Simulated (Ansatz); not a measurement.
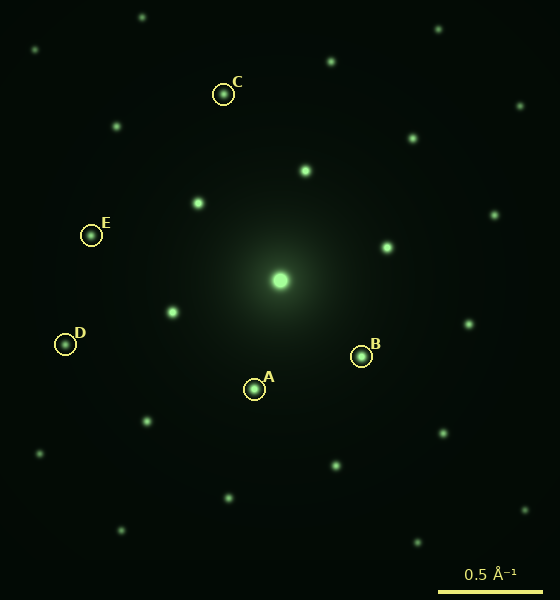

Computed electron diffraction pattern, 200 kV, single scattering only, B = 0.5 Å². The zone axis points towards the electron source and the pattern is seen from the source side.

Crystal: Ir, space group Pm-3m (No. 221), a = 2.62 Å. Structure: coordinates from a relaxation with DFT, BLYP, plane waves (420 eV) with PAW, scalar-relativistic in Ansatz; the starting structure was generated, so it need not be a known form of this composition.

Spot A is indexed -1 0 1 and spot B 0 -1 1.

> Index the other marked spots.

C = −A − B = 1 1 -2 (d = 1.068 Å). D = 2A − 2B = -2 2 0 (d = 0.925 Å). E = A − 2B = -1 2 -1 (d = 1.068 Å).

> Which zone axis is this?

The cross product of A and B is parallel to [111]; every spot obeys hu + kv + lw = 0.
